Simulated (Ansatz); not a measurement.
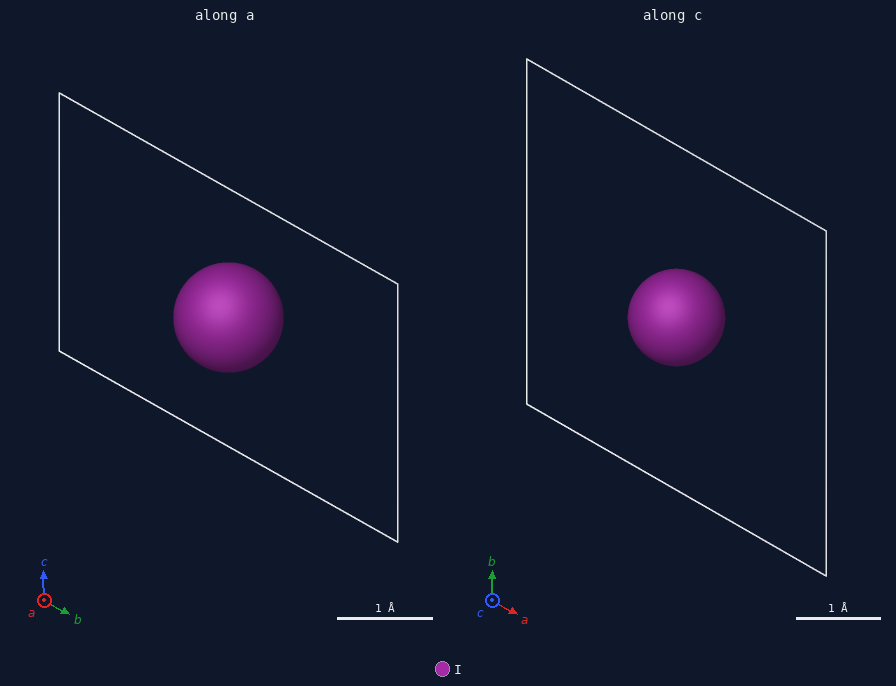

This ball-and-stick model is shown along the a axis and along the c axis. The lines enclose the simulation cell; boundary atoms appear with their images.

Input deck:
```yaml
crystal:
  lattice:
    - [2.5009821176, -3.5560988978, -0.0190122159]
    - [2.5009821176, 3.5560988978, -0.0190122159]
    - [-1.6148499819, 0.0, 2.3777848246]
  atoms:
    - { symbol: I, position: [0.5, 0.5, 0.5] }
basis:
  ecutwfc: 420
kpoints:
  mp_grid: { grid: [12, 12, 18] }
hamiltonian:
  xc: pbesol
scf:
  occupations: { method: gaussian, width: 0.1 }
output:
  forces: true
  stress: true
  eigenvalues: true
```

Level of theory: DFT PBEsol, scalar-relativistic, plane waves, PAW (Ansatz). Settings were a cutoff energy of 420 eV, 12×12×18 k-mesh, Gaussian smearing of 0.1 eV, no spin polarisation.

Does it come out as a metal, or with a gap?

A metal: bands cross the Fermi level.

What is the computed pressure?

The computed pressure is 0.4 GPa (compressed: it would expand). The stress isn't hydrostatic: its largest component is 1.9 GPa.

Provenance: a structure listed in the Materials Project. The cell was then strained or its atoms displaced on purpose. It was the input of a calculation with Ansatz.
